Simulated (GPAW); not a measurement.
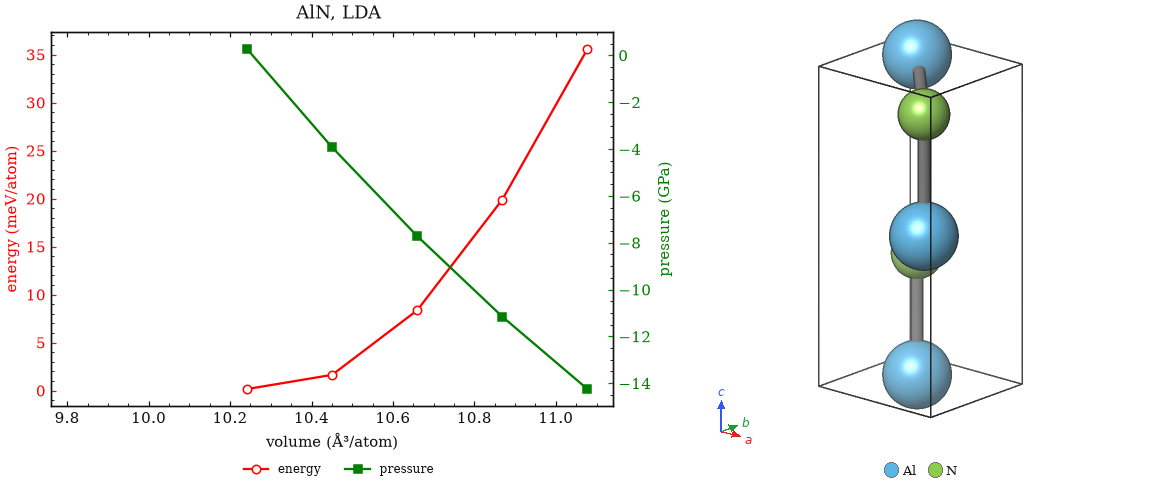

The picture above shows the energy and pressure against volume for AlN, space group P6_3mc (No. 186). The conventional cell is drawn beside the plot.

Cell as given: a = 3.113 Å, b = 3.113 Å, c = 4.981 Å, α = 90.00°, β = 90.00°, γ = 120.00°; 4 atoms.

Computed with GPAW 26.7.0: PAW DFT in plane waves, on a grid or in atomic orbitals, no spin polarisation; energies at scaled volumes of the given cell, shape and fractions fixed, counted from the fit's minimum, third-order Birch-Murnaghan fit. Level: LDA.

- k mesh: 8×8×5
- occupations: Fermi–Dirac
- smearing width: 0.05 eV
- potentials: GPAW PAW data sets (gpaw data 1.2.1)
- wave cutoff: 800 eV
- program settings: basis pw

The points at volume 9.82 Å³/atom and 10.03 Å³/atom are left out of the plot. What values does the calculation give there?

```json
{"volume (Å³/atom)": "9.82", "energy (meV/atom)": "15.13", "pressure (GPa)": "10.04"}
{"volume (Å³/atom)": "10.03", "energy (meV/atom)": "4.43", "pressure (GPa)": "4.91"}
```

Keep in mind: shape and atomic fractions are frozen while scaling, which makes layered, chain and framework solids too stiff.
